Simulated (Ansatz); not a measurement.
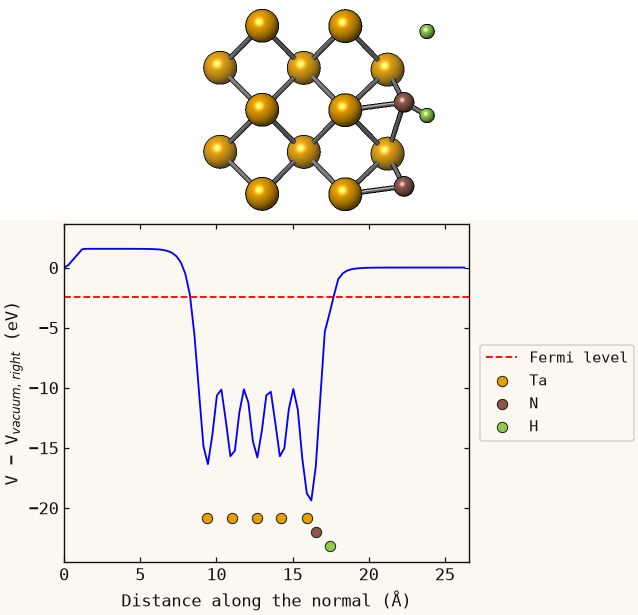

Describe the figure.

Plane-averaged electrostatic potential energy of an electron across the slab; circles at the bottom mark the heights of the atoms (positions after relaxation). The structure is drawn too. System: a (100) slab cut from Ta (Im-3m), of composition Ta5HN (not the bulk's), ended by Ta planes, 7 atoms in the cell. Method: DFT PBEsol, scalar-relativistic, plane waves, PAW, no spin polarisation, 9×9×1 k mesh, 420 eV cutoff, Gaussian smearing of 0.1 eV (Ansatz 0.2.0).

The work function is 2.49 eV at the right face and 4.05 eV at the left. The vacuum level is 1.56 eV higher at the left than at the right, so the slab carries a dipole along its normal; the ramp in the vacuum, at or near the edge of the plot, is the dipole correction that keeps each side flat. Some atoms were held fixed in the relaxation, which can itself make the faces differ. The outermost atoms are 8.1 Å apart, which leaves 18.5 Å of vacuum in a cell 26.6 Å high.

The electron count is odd and the run has no spin polarisation, so a magnetic state may lie lower. Spin-orbit coupling is left out, which matters for Ta.
